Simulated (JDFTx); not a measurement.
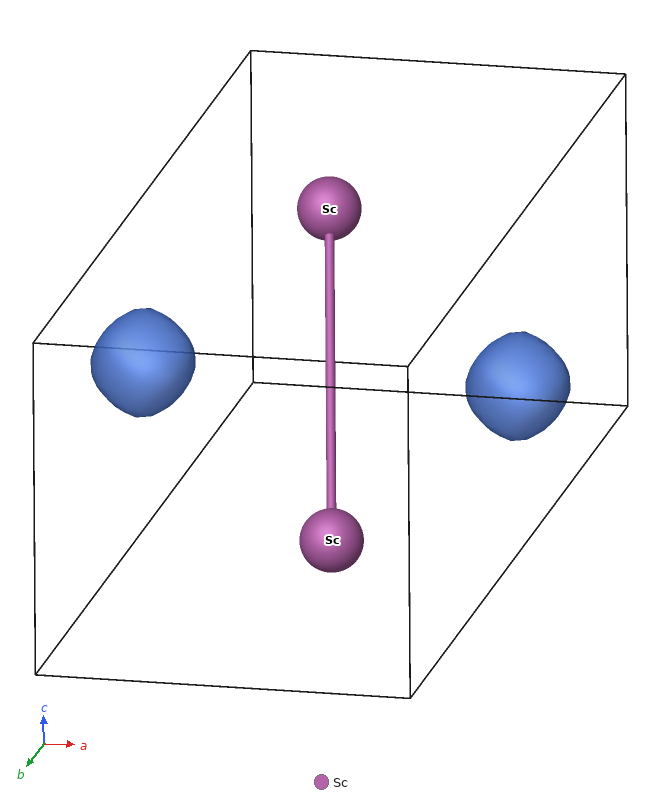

Sc. Isosurface of the electron localisation function at 0.7 (blue), seen at an oblique angle. Only the valence region is drawn (cores and ρ < 0.01 e/Å³ removed). Sticks mark near contacts.

Space group P-1; changed on purpose from its base cell (cell strained at random at fixed volume); computed pressure about 4 GPa in this cell.

These are results of Kohn-Sham DFT of a periodic cell, PBE, PseudoDojo-SR-PBE-0.5-standard in JDFTx 1.7.0 (patched build), not measurements.

```
Sc
1.0
     2.21212    2.22582    0.01281
    -2.22380    0.02448    2.28248
     2.26012   -2.27381    0.01184
Sc
1
Direct
  0.50000 0.50000 0.00000
```

**Where are the electrons localised?**

The ELF exceeds this value in one pocket between the atoms, centred on no nucleus (multi-centre or interstitial), counted in one cell of 1 atoms. Any copies at cell faces, edges or corners count once. There are no localised bonds or lone pairs at this value.

Values along the shortest contacts:
Sc–Sc (3.14 Å): the ELF is about 0.20 at the midpoint (no localised pair shows between them). Sc–Sc (3.19 Å): the ELF is about 0.25 at the midpoint: no shared electron pair shows on this line.
